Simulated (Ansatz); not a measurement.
**Geometry relaxation, with input and output: Al2Ru**

- system: Al2Ru (3 atoms in the cell)
- method: DFT PBEsol, scalar-relativistic, plane waves, PAW, no spin polarisation (Ansatz 0.2.0)

The structure derives from a Materials Project entry. It belongs to a series of runs on one base structure; here: relaxed at 12 GPa. Figures and captions count atoms from 1; the log counts them from 0 in places.

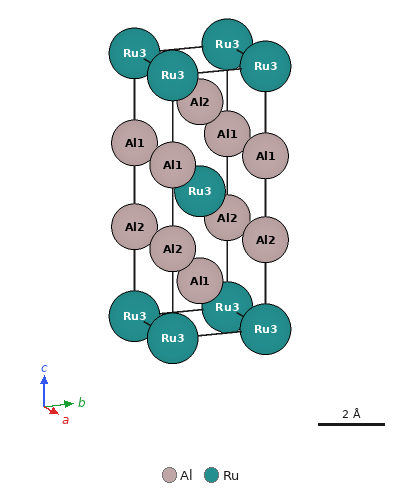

Fig. 1: The input geometry (spheres-only view of the cell 2 times as large as that of the calculation, set on its symmetry axes, seen slightly off an axis; atoms are numbered from 1 in the order of the input). An atom can appear more than once, as a periodic image.

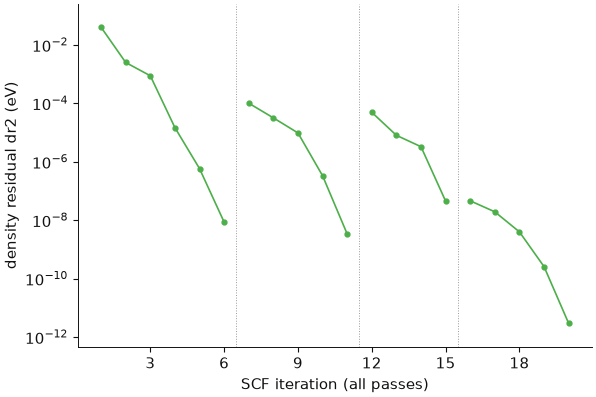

Fig. 2: Convergence of the self-consistent field: density residual dr2 against the SCF iteration. The dotted lines part the SCF passes of the relaxation: geometry steps, rejected trials and re-solves on a re-selected basis. The passes take 6, 5, 4 and 5 iterations.

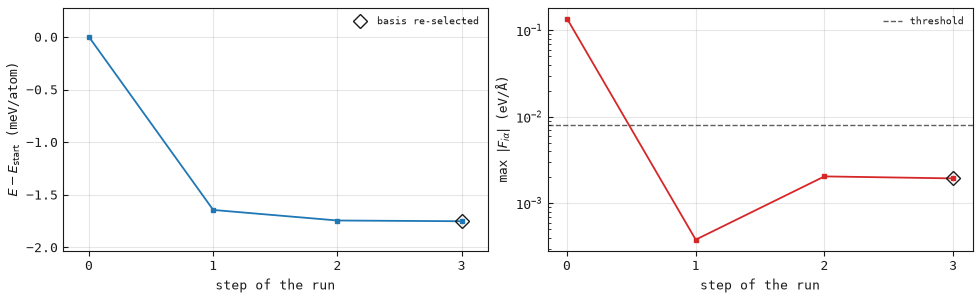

Fig. 3: Progress of the relaxation, step by step (the first geometry is step 0 here and step 1 in the log). After 2 geometry steps the energy has fallen by 1.7 meV per atom. The largest force component goes from 0.14 to 0.0019 eV/Å. Pressure: 12.48 GPa at the start and 11.96 GPa at the end. The largest moves relative to the cell, 0.006 Å, are those of Al1 and Al2. Ru stays in place. A last SCF at the same geometry on a re-selected plane-wave basis shifts the energy by next to nothing (0.0 meV per atom). (Atoms are counted from 1 in the order of the input.)

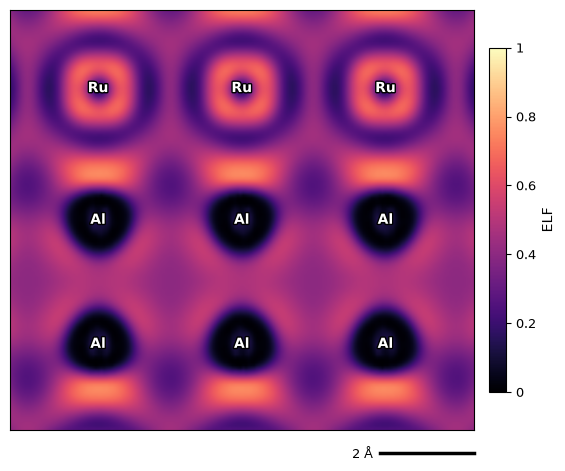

Fig. 4: ELF on the (010) plane of the conventional cell. Atoms in the plane: Al and Ru. Al–Al (2.64 Å): the ELF is about 0.50 at the midpoint; no shared electron pair. Al–Ru (2.80 Å): the ELF is about 0.50 at the midpoint; no localised pair between them. The strong features right at Ru lie inside the PAW spheres (semicore, d or f shells) and say nothing about bonding. Core electrons are frozen (PAW), so the fields are smoothed inside the atomic spheres.

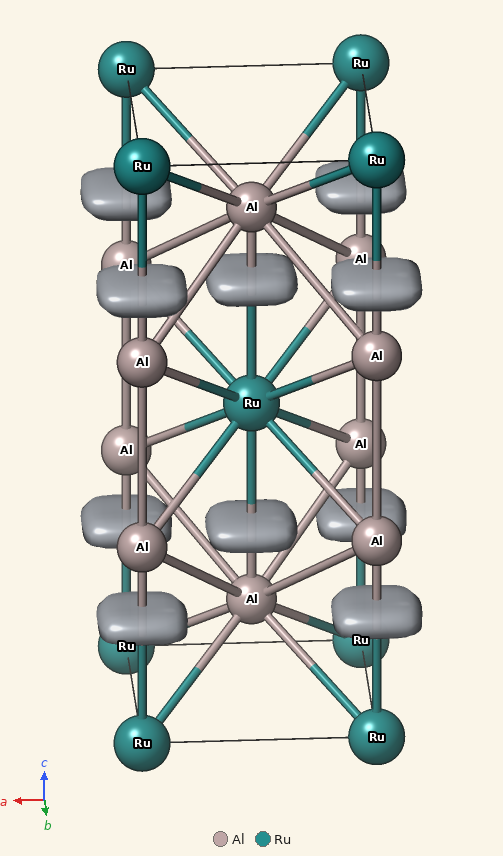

Fig. 5: Isosurface of the electron localisation function at 0.65 (grey), seen at an oblique angle. Core shells and regions of very low density are left out. Sticks mark near contacts. The outline is the cell set on symmetry axes. The ELF exceeds this value in four lobes of the valence shell of Al pointing towards Ru, counted in one cell of 6 atoms.  Values along the shortest contacts: Al–Ru (2.54 Å): the ELF is about 0.40 at the midpoint; no shared electron pair. Al–Al (2.62 Å): the ELF is about 0.55 at the midpoint; no shared electron pair.

These pictures come from the run below.

Input:
```yaml
crystal:
  lattice:
    - [-1.5300159543, 1.5300159543, 4.125049368]
    - [1.5300159543, -1.5300159543, 4.125049368]
    - [1.5300159543, 1.5300159543, -4.125049368]
  atoms:
    - { symbol: Al, position: [0.6595439481, 0.6595439481, 0.0] }
    - { symbol: Al, position: [0.3404560519, 0.3404560519, 0.0] }
    - { symbol: Ru, position: [0.0, 0.0, 0.0] }
basis:
  ecutwfc: 420
kpoints:
  mp_grid: { grid: [18, 18, 18] }
hamiltonian:
  xc: pbesol
scf:
  occupations: { method: gaussian, width: 0.1 }
output:
  forces: true
  stress: true
  eigenvalues: true
  write_density: true
  write_potential: true
  elf: true
  volumetric_format: npy
relax:
  adjacent_minimum: "off"
  f_tol: 0.008
  max_steps: 50
  cell: { stress_tol: 0.08, p_target: 12.0 }
```

Command:
```bash
ansatz run input.yaml --threads 1 --pin off --max-ram 2560MiB --backend cpu --events-out ev --progress --plain --runs-dir out
```

Log:
```
Engine: ansatz 0.2.0, x86_64-unknown-linux-gnu
Pseudopotentials: kind: paw
Pseudopotential: Al, paw, valence charge 3, recommended cutoff 420 eV (normal), Al.paw.azcp
Pseudopotential: Ru, paw, valence charge 16, recommended cutoff 420 eV (normal), Ru.paw.azcp
Functional definition: PBEsol
  exchange = pbesol_x
  correlation = pbesol_c
Crystal: 3 atoms, lattice volume = 38.626 Å³
Basis set: ecut = 420 eV, 745 PW (Γ), exchange–correlation on 64×64×64 points (8 copies of the dense FFT grid, shifted against one another)
Bands: 15, of which v1, the nominal top of the filled ones, is band 11 counted from 1 (10 counted from 0)
Symmetry: 16 space group operations
Space group: I4/mmm (ITA 139), of the structure as read, at distance tolerance 3.4e-5 Å
k-points: 480 of 5832
Non-local potential: Al, projectors of the file, l = 0: 2, l = 1: 2, l = 2: 1
Non-local potential: Ru, projectors of the file, l = 0: 3, l = 1: 2, l = 2: 2, l = 3: 1
PAW form: soft (Blöchl's): semilocal exchange-correlation on the pseudo side does not see the compensation charge
PAW frozen core: Al, regenerated for the run's functional, and the local potential with it (the file was generated under x = pbe(κ = 0.804, μ = 0.2195149727645171), c = pbe(β = 0.06672455060314922))
PAW frozen core: Ru, regenerated for the run's functional, and the local potential with it (the file was generated under x = pbe(κ = 0.804, μ = 0.2195149727645171), c = pbe(β = 0.06672455060314922))
PAW one-centre angular grid: Al, 110 points (default); XC on 64 Gauss nodes
PAW one-centre angular grid: Ru, 590 points (default); XC on 64 Gauss nodes
Initial density: superposition of atomic densities (neutral atoms: chi_scale 0, normalization atom), corrected by the library's trained network
Initial wavefunctions: pseudopotential atomic-orbital guess
Functional: x = pbesol(κ = 0.804, μ = 0.12345679012345678), c = pbesol(β = 0.046)
SCF iter   1: F=—  HF=-6867.493071 eV  |F-HF|=—  |Δ(HF+E_count)|=         —  Δρ=9.29e-3  dr2=4.01e-2  ethr=1.77e-3  ⟨swp⟩=5.2  Hψ=39425  notcnv=0
preconditioner: auto → Kerker (q_TF=auto, 2.484 Å⁻¹)  [metal: Δε(μ)=0.078 eV  Ē_g=7.734 eV  σ=0.100 eV  W_gap=0.40  n_scr=10 (ndim 8)  ℏωp=22.4 eV  f_vac=0.000  D(μ)=0.11/eV (n_scr^D=0)]
SCF iter   2: F=—  HF=-6867.485547 eV  |F-HF|=—  |Δ(HF+E_count)|=   7.52e-3  Δρ=2.89e-3  dr2=2.50e-3  ethr=1.82e-4  ⟨swp⟩=2.1  Hψ=13264  notcnv=0
SCF iter   3: F=—  HF=-6867.485150 eV  |F-HF|=—  |Δ(HF+E_count)|=   3.97e-4  Δρ=1.63e-3  dr2=8.77e-4  ethr=1.13e-5  ⟨swp⟩=1.6  Hψ=7524  notcnv=0
SCF iter   4: F=—  HF=-6867.484906 eV  |F-HF|=—  |Δ(HF+E_count)|=   2.44e-4  Δρ=2.30e-4  dr2=1.47e-5  ethr=3.99e-6  ⟨swp⟩=2.7  Hψ=11691  notcnv=0
SCF iter   5: F=—  HF=-6867.484902 eV  |F-HF|=—  |Δ(HF+E_count)|=   4.64e-6  Δρ=4.23e-5  dr2=5.82e-7  ethr=6.69e-8  ⟨swp⟩=2.5  Hψ=11907  notcnv=0
SCF iter   6: F=-6867.484902 eV  HF=-6867.484902 eV  |F-HF|=4.64e-9  |Δ(HF+E_count)|=   1.06e-7  Δρ=5.99e-6  dr2=8.57e-9  ethr=4.55e-10  ⟨swp⟩=8.5  Hψ=48965  notcnv=0
SCF 1 converged in 6 iterations: F = -6867.484902 eV  dr2 = 8.57e-9
  greatest PAW one-centre occupation: 0.999 electrons in one spin orbital (limit 2), on the Ru atom at site 2 (counted from 0), in its partial waves of l = 0
relax step   1: F+E_penalty+E_count = -6867.48490160 eV  Δ(F+E_penalty+E_count) = +0.000e0 eV  max|allowed force component| = 1.374e-1 eV/Å  Δτ_max = 0.0000 Å  P = +12.481 GPa  Ω = 38.626 Å³  (6 SCF iters, dr2 threshold 1.00e-7 eV, accepted)
Crystal: 3 atoms, lattice volume = 38.682 Å³
Initial density: handed on by an earlier stage of this run
Initial wavefunctions: those handed on with the density
iter 1 solved again at ethr=4.54e-7 eV; its pass at ethr=3.10e-3 eV (dr2=1.00e-4 eV) is discarded
SCF iter   1: F=—  HF=-6867.489864 eV  |F-HF|=—  |Δ(HF+E_count)|=         —  Δρ=4.37e-4  dr2=1.01e-4  ethr=4.54e-7  ⟨swp⟩=2.0  Hψ=42303  notcnv=0
preconditioner: auto → Kerker (q_TF=auto, 2.483 Å⁻¹)  [metal: Δε(μ)=0.022 eV  Ē_g=7.724 eV  σ=0.100 eV  W_gap=0.12  n_scr=10 (ndim 8)  ℏωp=22.3 eV  f_vac=0.000  D(μ)=0.20/eV (n_scr^D=0)]
SCF iter   2: F=—  HF=-6867.489845 eV  |F-HF|=—  |Δ(HF+E_count)|=   1.93e-5  Δρ=2.34e-4  dr2=3.18e-5  ethr=4.54e-7  ⟨swp⟩=1.0  Hψ=7200  notcnv=0
SCF iter   3: F=—  HF=-6867.489836 eV  |F-HF|=—  |Δ(HF+E_count)|=   9.29e-6  Δρ=1.04e-4  dr2=9.69e-6  ethr=1.44e-7  ⟨swp⟩=2.3  Hψ=10186  notcnv=0
SCF iter   4: F=—  HF=-6867.489834 eV  |F-HF|=—  |Δ(HF+E_count)|=   1.96e-6  Δρ=2.73e-5  dr2=3.32e-7  ethr=4.40e-8  ⟨swp⟩=2.3  Hψ=9691  notcnv=0
SCF iter   5: F=-6867.489834 eV  HF=-6867.489834 eV  |F-HF|=1.25e-9  |Δ(HF+E_count)|=   1.31e-7  Δρ=4.37e-6  dr2=3.37e-9  ethr=1.36e-9  ⟨swp⟩=7.7  Hψ=43211  notcnv=0
SCF 2 converged in 5 iterations: F = -6867.489834 eV  dr2 = 3.37e-9
relax step   2: F+E_penalty+E_count = -6867.48983371 eV  Δ(F+E_penalty+E_count) = -4.932e-3 eV  max|allowed force component| = 3.798e-4 eV/Å  Δτ_max = 0.0053 Å  P = +11.981 GPa  Ω = 38.682 Å³  energy of the carried Pulay correction = -2.038e-5 eV  (5 SCF iters, dr2 threshold 3.00e-7 eV, accepted)
Crystal: 3 atoms, lattice volume = 38.685 Å³
iter 1 solved again at ethr=2.00e-7 eV; its pass at ethr=3.10e-3 eV (dr2=4.40e-5 eV) is discarded
SCF iter   1: F=—  HF=-6867.490149 eV  |F-HF|=—  |Δ(HF+E_count)|=         —  Δρ=2.58e-4  dr2=4.92e-5  ethr=2.00e-7  ⟨swp⟩=2.0  Hψ=41345  notcnv=0
preconditioner: auto → Kerker (q_TF=auto, 2.483 Å⁻¹)  [metal: Δε(μ)=0.024 eV  Ē_g=7.725 eV  σ=0.100 eV  W_gap=0.14  n_scr=10 (ndim 8)  ℏωp=22.3 eV  f_vac=0.000  D(μ)=0.21/eV (n_scr^D=0)]
SCF iter   2: F=—  HF=-6867.490138 eV  |F-HF|=—  |Δ(HF+E_count)|=   1.15e-5  Δρ=1.18e-4  dr2=8.02e-6  ethr=2.00e-7  ⟨swp⟩=2.5  Hψ=9561  notcnv=0
SCF iter   3: F=—  HF=-6867.490136 eV  |F-HF|=—  |Δ(HF+E_count)|=   2.03e-6  Δρ=5.80e-5  dr2=3.27e-6  ethr=3.64e-8  ⟨swp⟩=2.1  Hψ=12226  notcnv=0
SCF iter   4: F=-6867.490135 eV  HF=-6867.490135 eV  |F-HF|=2.92e-8  |Δ(HF+E_count)|=   1.08e-6  Δρ=1.21e-5  dr2=4.50e-8  ethr=1.25e-9  ⟨swp⟩=6.2  Hψ=43196  notcnv=0
SCF 3 converged in 4 iterations: F = -6867.490135 eV  dr2 = 4.50e-8
relax step   3: F+E_penalty+E_count = -6867.49013469 eV  Δ(F+E_penalty+E_count) = -3.010e-4 eV  max|allowed force component| = 2.050e-3 eV/Å  Δτ_max = 0.0006 Å  P = +11.960 GPa  Ω = 38.685 Å³  energy of the carried Pulay correction = -2.148e-5 eV  (4 SCF iters, dr2 threshold 2.74e-7 eV, accepted)
Initial wavefunctions: pseudopotential atomic-orbital guess (no wavefunctions were taken with the density)
iter 1 solved again at ethr=5.96e-8 eV; its pass at ethr=3.10e-3 eV (dr2=1.31e-5 eV) is discarded
SCF iter   1: F=—  HF=-6867.490160 eV  |F-HF|=—  |Δ(HF+E_count)|=         —  Δρ=1.27e-5  dr2=4.59e-8  ethr=5.96e-8  ⟨swp⟩=3.0  Hψ=58037  notcnv=0
preconditioner: auto → Kerker (q_TF=auto, 2.483 Å⁻¹)  [metal: Δε(μ)=0.029 eV  Ē_g=7.726 eV  σ=0.100 eV  W_gap=0.16  n_scr=10 (ndim 8)  ℏωp=22.3 eV  f_vac=0.000  D(μ)=0.21/eV (n_scr^D=0)]
SCF iter   2: F=—  HF=-6867.490156 eV  |F-HF|=—  |Δ(HF+E_count)|=   3.75e-6  Δρ=6.69e-6  dr2=1.93e-8  ethr=2.09e-10  ⟨swp⟩=2.0  Hψ=11735  notcnv=0
SCF iter   3: F=—  HF=-6867.490156 eV  |F-HF|=—  |Δ(HF+E_count)|=   5.11e-9  Δρ=2.75e-6  dr2=3.97e-9  ethr=8.77e-11  ⟨swp⟩=2.5  Hψ=10552  notcnv=0
SCF iter   4: F=—  HF=-6867.490156 eV  |F-HF|=—  |Δ(HF+E_count)|=   1.03e-9  Δρ=6.72e-7  dr2=2.57e-10  ethr=1.81e-11  ⟨swp⟩=2.2  Hψ=10144  notcnv=0
SCF iter   5: F=-6867.490156 eV  HF=-6867.490156 eV  |F-HF|=9.09e-13  |Δ(HF+E_count)|=  8.28e-11  Δρ=9.61e-8  dr2=2.94e-12  ethr=1.00e-12  ⟨swp⟩=5.6  Hψ=30707  notcnv=0
SCF 4 converged in 5 iterations: F = -6867.490156 eV  dr2 = 2.94e-12
relax step   4: F+E_penalty+E_count = -6867.49015580 eV  Δ(F+E_penalty+E_count) = -2.111e-5 eV  max|allowed force component| = 1.943e-3 eV/Å  Δτ_max = 0.0000 Å  P = +11.961 GPa  Ω = 38.685 Å³  stress off target by 5.96e-2 GPa  SCF on the basis re-selected at this cell (its energy is not comparable with the rows above)  (5 SCF iters)
basis re-selected at this cell: Δ(F+E_penalty+E_count) = -2.111e-5 eV, ΔP = +0.000 GPa vs the last step (what re-selecting the basis moved, of the pressure what is left beyond the Pulay correction that the steps carried, after the strain that the cell walked since its last selection, with what the two solves' SCF thresholds leave and, on support functions, any second-order correction that the steps lacked; it is no measure of the basis error at this ecutwfc). This SCF's stress stands 5.96e-2 GPa from its target on what of the cell is left free (relax.cell.stress_tol is 8.00e-2 GPa) and its largest allowed force component is 1.94e-3 eV/Å (relax.f_tol is 8.00e-3 eV/Å): within both
SCF converged after 5 iterations
Free energy (F): -6867.490156 eV
Harris-Foulkes:  -6867.490156 eV  (|F-HF|=9.09e-13)
Internal energy: -6867.489095 eV  (E = F + TS)
E sigma→0 (E₀):  -6867.489625 eV
Entropy (-TS):   -0.001061 eV (-0.354 meV/atom)
Fermi energy:    15.079114 eV
--- Per-component energies (eV) ---
  E_band       = -125.827797
  E_kinetic    = 571.051160
  E_local      = -2086.866754  (includes V_loc(G=0)·N_el)
  E_nonlocal   = 366.724375
  E_hartree    = 778.742139
  E_xc         = -272.936350
  E_vxc        = -303.015797  (∫ρ·V_xc dr)
  E_paw        = -4310.326913  (= ΣΔE_a)
  E_vpaw       = -231.204863  (= ΣTr[D̂ρ^β])
  E_aug_tail   = -0.000193  (compensation charges beyond the density's cutoff)
  E_ewald      = -1914.168133
  E_core_change = 0.291574  (= ΣΔE_core)
  E_smearing   = -0.001061  (= −TS)
  E_closure    = -0.000000  (closes the sum)
  Σ components = -6867.490156   (vs F -6867.490156, Δ=0.00e0)
--- Forces (eV/Å), atoms counted from 1 ---
  atom   1  Al     0.00000000     0.00000000     0.00194311
  atom   2  Al    -0.00000000    -0.00000000    -0.00194311
  atom   3  Ru     0.00000000     0.00000000     0.00000000
  max |Σ_I F_I| component: 3.47e-18 eV/Å
--- Stress (GPa, compression-positive) ---
       11.970988       0.000000      -0.000000
        0.000000      11.970988       0.000000
        0.000000      -0.000000      11.940389
  P = ⅓ Tr σ = 11.9608 GPa (119.608 kbar)
--- Band table (eV; the first three rows and the last of 480) ---
  k-point 0: bands = ["-57.4957", "-27.5429", "-27.5429", "-27.4863", "3.7406", "9.3184", "10.9371", "12.9392", "12.9392", "13.1301", "14.0790", "17.7419", "19.5756", "21.4465", "21.4465"]
  k-point 1: bands = ["-57.4950", "-27.5477", "-27.5473", "-27.4853", "3.8469", "9.4119", "10.9874", "12.4366", "12.7874", "13.7055", "13.9351", "17.7151", "19.2795", "20.9353", "21.2803"]
  k-point 2: bands = ["-57.4930", "-27.5614", "-27.5601", "-27.4823", "4.1617", "9.6806", "11.1392", "11.9521", "12.3827", "13.5248", "14.3809", "17.6585", "18.8020", "19.9974", "20.9537"]
  k-point 479: bands = ["-57.4957", "-27.5430", "-27.5430", "-27.4897", "5.6632", "6.3526", "10.7550", "12.2165", "13.4156", "13.4156", "14.1091", "18.3376", "18.3376", "21.3829", "21.9069"]
--- Relaxed structure (3 steps of the walk, 3 accepted, 1 SCFs on fresh bases) ---
  F+E_penalty+E_count = -6867.49015580 eV   max|allowed force component| = 1.943e-3 eV/Å   (the final SCF, on the basis selected at the relaxed cell)
  cell:  # Å, volume = 38.6846 Å³
    - [-1.5311680001451018, 1.5311680001451018, 4.125079270821995]
    - [1.5311680001451018, -1.5311680001451018, 4.125079270821995]
    - [1.5311680001451018, 1.5311680001451018, -4.125079270821995]
  atoms:
    - { symbol: Al, position: [0.6602578401586147, 0.6602578401586147, 5.027297962610397e-35] }
    - { symbol: Al, position: [0.33974215984138534, 0.33974215984138534, 3.3915609974936346e-35] }
    - { symbol: Ru, position: [1.1389462270561248e-19, 1.1389462270561245e-19, -3.622226302347526e-35] }
```

Trajectory as extended XYZ (Å, eV, eV/Å), 4 frames, from step=1 to step=4:
```
3
Lattice="-1.5300 1.5300 4.1250 1.5300 -1.5300 4.1250 1.5300 1.5300 -4.1250" Properties=species:S:1:pos:R:3:forces:R:3 step=1 energy=-6867.48490 pressure_GPa=12.48
Al    0.0000    0.0000    5.4413    0.0000   0.0000   0.1374
Al    0.0000    0.0000    2.8088    0.0000   0.0000  -0.1374
Ru    0.0000    0.0000    0.0000    0.0000   0.0000   0.0000
3
Lattice="-1.5302 1.5302 4.1302 1.5302 -1.5302 4.1302 1.5302 1.5302 -4.1302" Properties=species:S:1:pos:R:3:forces:R:3 step=2 energy=-6867.48983 pressure_GPa=11.98
Al    0.0000    0.0000    5.4534    0.0000   0.0000  -0.0004
Al    0.0000    0.0000    2.8070    0.0000   0.0000   0.0004
Ru    0.0000    0.0000    0.0000    0.0000   0.0000   0.0000
3
Lattice="-1.5312 1.5312 4.1251 1.5312 -1.5312 4.1251 1.5312 1.5312 -4.1251" Properties=species:S:1:pos:R:3:forces:R:3 step=3 energy=-6867.49014 pressure_GPa=11.96
Al    0.0000    0.0000    5.4472    0.0000   0.0000   0.0021
Al    0.0000    0.0000    2.8029    0.0000   0.0000  -0.0021
Ru    0.0000    0.0000    0.0000    0.0000   0.0000   0.0000
3
Lattice="-1.5312 1.5312 4.1251 1.5312 -1.5312 4.1251 1.5312 1.5312 -4.1251" Properties=species:S:1:pos:R:3:forces:R:3 step=4 energy=-6867.49016 pressure_GPa=11.96
Al    0.0000    0.0000    5.4472    0.0000   0.0000   0.0019
Al    0.0000    0.0000    2.8029    0.0000   0.0000  -0.0019
Ru    0.0000    0.0000    0.0000    0.0000   0.0000   0.0000
```

Results in brief:

```json
{"quantity": "outcome", "value": "converged"}
{"quantity": "space group (tolerance 0.01 Å)", "value": "I4/mmm (139)"}
{"quantity": "electrons treated", "value": "22"}
{"quantity": "free energy", "value": "−6867.4902 eV"}
{"quantity": "Fermi energy", "value": "15.079 eV"}
{"quantity": "gap on the k-point mesh", "value": "none (metallic)"}
{"quantity": "pressure", "value": "11.96 GPa"}
{"quantity": "final volume", "value": "38.68 Å³"}
{"quantity": "largest force (length of the vector) at the end", "value": "0.002 eV/Å"}
{"quantity": "final cell", "value": "a = 4.659 Å, b = 4.659 Å, c = 4.659 Å, α = 141.63°, β = 141.63°, γ = 55.39°"}
{"quantity": "hardware", "value": "1 thread of AMD EPYC (Zen 3), 189 GiB of memory available, shared host"}
{"quantity": "wall time", "value": "2.5 min"}
{"quantity": "peak memory", "value": "0.58 GiB"}
```

Remarks:

The cell was relaxed to the target pressure of the input; what is minimised is then the enthalpy E + pV.
